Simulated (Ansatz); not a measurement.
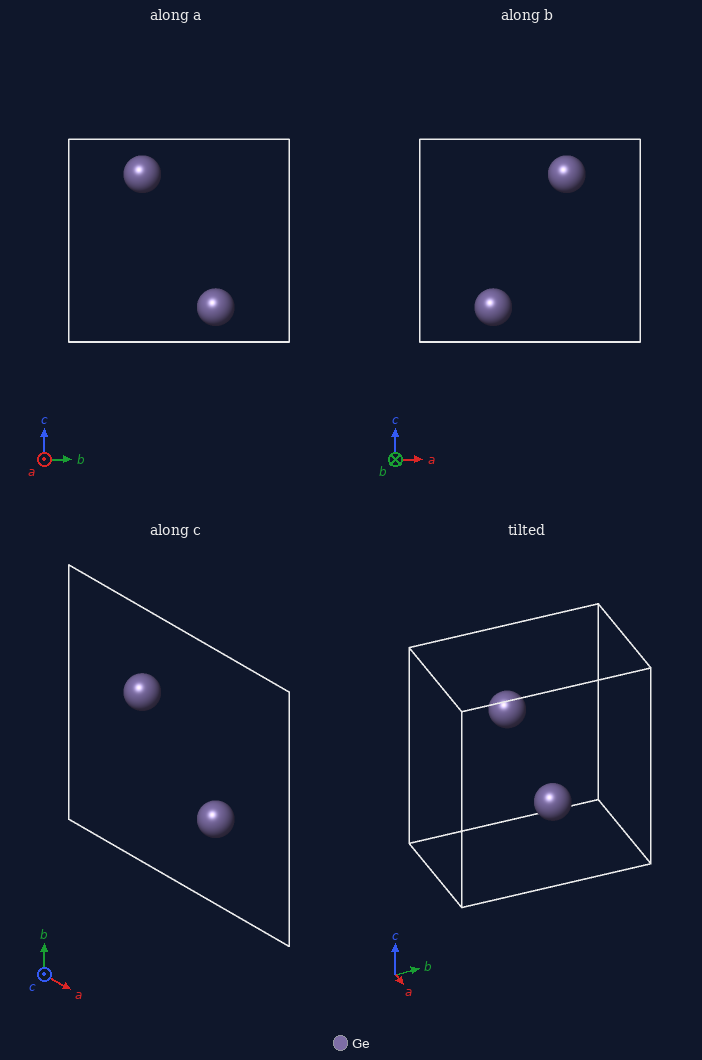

View along the a axis, along the b axis, along the c axis and slightly off an axis, drawn as a ball-and-stick model. The edges of the conventional unit cell are marked.

Lattice parameters: a = 4.0187 Å, b = 4.0187 Å, c = 3.2018 Å, α = 90.000°, β = 90.000°, γ = 120.000°.

> Write down what is shown as a CIF in P1 with every atom of the cell, with free fractional coordinates to two decimals.

```cif
data_structure
_symmetry_space_group_name_H-M 'P 1'
_symmetry_Int_Tables_number 1
_cell_length_a 4.0187
_cell_length_b 4.0187
_cell_length_c 3.2018
_cell_angle_alpha 90.000
_cell_angle_beta 90.000
_cell_angle_gamma 120.000
_cell_volume 44.78
loop_
_atom_site_label
_atom_site_type_symbol
_atom_site_fract_x
_atom_site_fract_y
_atom_site_fract_z
_atom_site_occupancy
Ge1 Ge 0.3333 0.6667 0.17 1
Ge2 Ge 0.6667 0.3333 0.83 1
```

The model was built from a structure type filled with this element by a generator (whether the element takes this form wasn't checked). Earlier steps of the study may have refined or changed the cell and positions. It was the input of a calculation with Ansatz.
